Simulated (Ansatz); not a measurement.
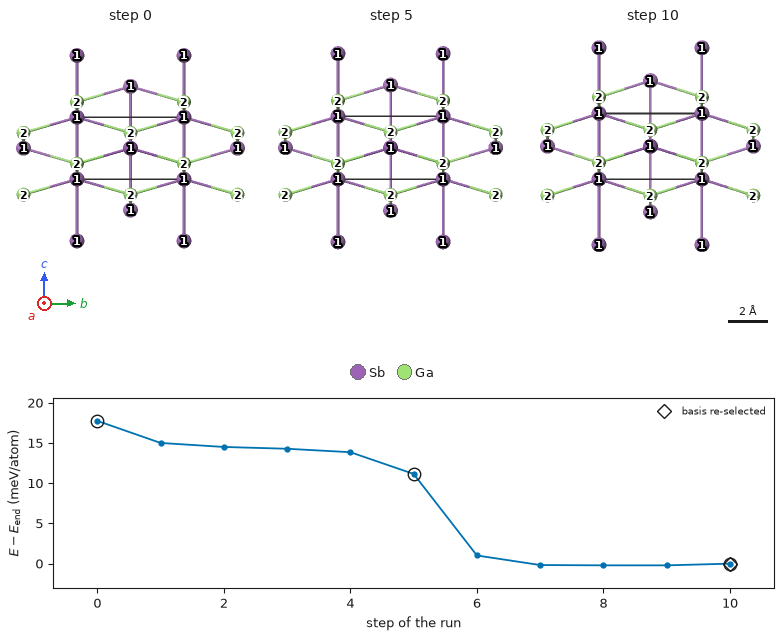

Frames of a relaxation of solid GaSb (set up in I-4m2), marked on the history of the run. A ball-and-stick model of the conventional cell (2 times the calculation's cell), seen along the a axis. Lengths and directions refer to the drawn axes.

The run lets cell and atoms move.

These are results of Kohn-Sham DFT of a periodic cell, HSE03, Ansatz PAW (Ansatz 0.2.0), not measurements.

Input
```yaml
crystal:
  lattice:
    - [-2.753434, 2.753434, 1.590707]
    - [2.753434, -2.753434, 1.590707]
    - [2.753434, 2.753434, -1.590707]
  atoms:
    - { symbol: Sb, position: [0.0, 0.0, 0.0] }
    - { symbol: Ga, position: [0.75, 0.25, 0.5] }
hamiltonian:
  xc: { exchange: pbe, correlation: pbe, exx: { coeff: 0.25, omega: 0.3 } }
  pseudopotentials: { kind: paw }
kpoints:
  mp_grid: { grid: [5, 5, 5] }
scf:
  occupations: { method: fermi_dirac, width: 0.05 }
output:
  forces: true
  stress: true
  eigenvalues: true
relax:
  f_tol: 0.01
  max_steps: 40
  cell: { stress_tol: 0.05 }
```

**What happens along the run?**

The energy falls by 17.8 meV per atom in 9 accepted moves (10 points after the start). All forces vanish by symmetry, so only the cell relaxes. Pressure: −1.35 GPa at the start and −0.01 GPa at the end. At 1 point the geometry stayed and the basis and grid were re-selected for the new cell (energy shift of 0.2 meV per atom at most each time). The atoms keep their places relative to the cell (all moves are under 0.005 Å). The volume changes by −1.6 %, with a = b 5.507 → 5.299 Å (−3.8 %), c 3.181 → 3.380 Å (+6.2 %). Among the contacts that change: Sb1–Sb1 3.181 → 3.380 Å, Sb1–Ga2 2.866 → 2.781 Å. Bond angles that change, for instance: Ga2–Sb1–Ga2 147.8° → 144.6°, Sb1–Ga2–Sb1 147.8° → 144.6°. The space group stays I-4m2 (No. 119). The run took 2 min on 1 × NVIDIA H100 80GB HBM3 with 2 threads of AMD EPYC 7R13 Processor (Zen 3) (shared host), peak memory 2.3 GiB. From step 0 to 5: volume −2.0 %, energy −6.6 meV per atom. From step 5 to 10: volume +0.3 %, energy −11.2 meV per atom.

```csv
step,"E − E(0), meV/atom","pressure, GPa","volume, Å³/atom",note
0,0.00,-1.35,24.120,
1,-2.75,0.62,23.294,
2,-3.24,0.01,23.542,
3,-3.47,-0.08,23.586,
4,-3.90,-0.13,23.604,
5,-6.60,-0.44,23.645,
6,-16.74,-0.39,23.750,
7,-17.93,0.13,23.645,
8,-17.97,0.03,23.701,
9,-17.97,0.00,23.726,
10,-17.76,-0.01,23.726,"same geometry, new basis"
```
